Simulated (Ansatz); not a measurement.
Input

```
accuracy: low
crystal:
  lattice:
    - [8.95284, 0.0, 0.0]
    - [0.0, 8.95284, 0.0]
    - [0.0, 0.0, 8.95284]
  atoms:
    - { symbol: C, position: [0.1538378, 0.5934641, 0.27011] }
    - { symbol: Cl, position: [0.0420476, 0.4402233, 0.2115319] }
    - { symbol: H, position: [0.0810237, 0.6843915, 0.304785] }
    - { symbol: H, position: [0.2234832, 0.5581227, 0.3632363] }
    - { symbol: H, position: [0.2235942, 0.629156, 0.1772006] }
    - { symbol: C, position: [0.7775163, 0.238897, 0.9007742] }
    - { symbol: Cl, position: [0.7211354, 0.244734, 1.0910328] }
    - { symbol: H, position: [0.8455806, 0.336699, 0.876815] }
    - { symbol: H, position: [0.8420592, 0.1376588, 0.881878] }
    - { symbol: H, position: [0.6784926, 0.2388562, 0.8303022] }
    - { symbol: C, position: [0.0367645, 0.4468442, 0.539488] }
    - { symbol: Cl, position: [0.0802158, 0.3731787, 0.7186431] }
    - { symbol: H, position: [0.0031856, 0.5630116, 0.5517203] }
    - { symbol: H, position: [0.1353332, 0.4392618, 0.4687862] }
    - { symbol: H, position: [-0.054107, 0.3821381, 0.4912437] }
    - { symbol: C, position: [0.9107407, 0.975265, 0.6931546] }
    - { symbol: Cl, position: [0.9665532, 0.9825748, 0.5027795] }
    - { symbol: H, position: [0.8040208, 1.032176, 0.7051562] }
    - { symbol: H, position: [0.8998319, 0.8589255, 0.726593] }
    - { symbol: H, position: [0.9951247, 1.0303395, 0.7611118] }
    - { symbol: C, position: [0.5568235, 0.9127464, 0.8391226] }
    - { symbol: Cl, position: [0.4694827, 0.9210351, 1.017207] }
    - { symbol: H, position: [0.6508971, 0.9896897, 0.837739] }
    - { symbol: H, position: [0.5956237, 0.7992506, 0.8194941] }
    - { symbol: H, position: [0.4759743, 0.9443617, 0.7540585] }
    - { symbol: C, position: [0.7866601, 0.5908268, 0.836906] }
    - { symbol: Cl, position: [0.7383271, 0.5816485, 1.0292361] }
    - { symbol: H, position: [0.7892988, 0.7073491, 0.802444] }
    - { symbol: H, position: [0.8961192, 0.5403515, 0.8213188] }
    - { symbol: H, position: [0.7033518, 0.530247, 0.7723937] }
basis:
  ecutwfc: 420.0
kpoints:
  mp_grid: { grid: [1, 1, 1] }
hamiltonian:
  xc: pbe
scf:
  occupations: { method: fermi_dirac, width: 0.02 }
  lower_state_search: "off"
relax:
  f_tol: 0.3
  max_steps: 15
  adjacent_minimum: "off"
output:
  write_density: true
  write_potential: true
  elf: true
  volumetric_format: npy
```

Command:

```sh
ansatz run input.yaml --threads 1 --pin off --max-ram 3072MiB --backend cpu --events-out ev --progress --plain --runs-dir out
```

The fields are those of the relaxed geometry.

The calculation used DFT PBE, scalar-relativistic, plane waves, PAW (Ansatz 0.2.0).

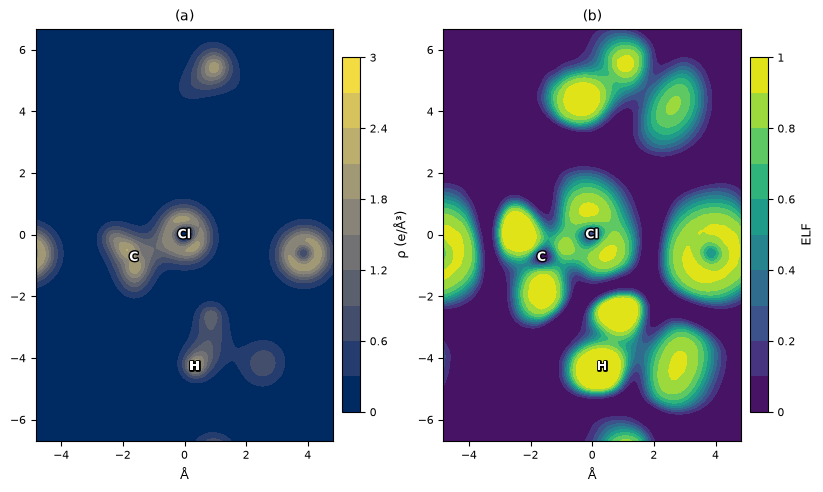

H$_{3}$CCl (amorphous cell). (a) valence pseudo-density; (b) electron localisation function on the (110) plane of the calculation cell.

What do the fields say about this system?

The section cuts through C, Cl and H sites. Atoms just off the plane (Cl, 0.3 Å away, H, 0.3 Å away and C, 0.5 Å away) can leave unmarked features too. C–Cl (1.80 Å): ρ at the midpoint is about 1.3 e/Å³; the ELF peaks at about 0.85 between the atoms; a covalent bond. The density dies away to nearly zero in the voids. The ELF also peaks beside Cl, away from the bonds: lone-pair regions.
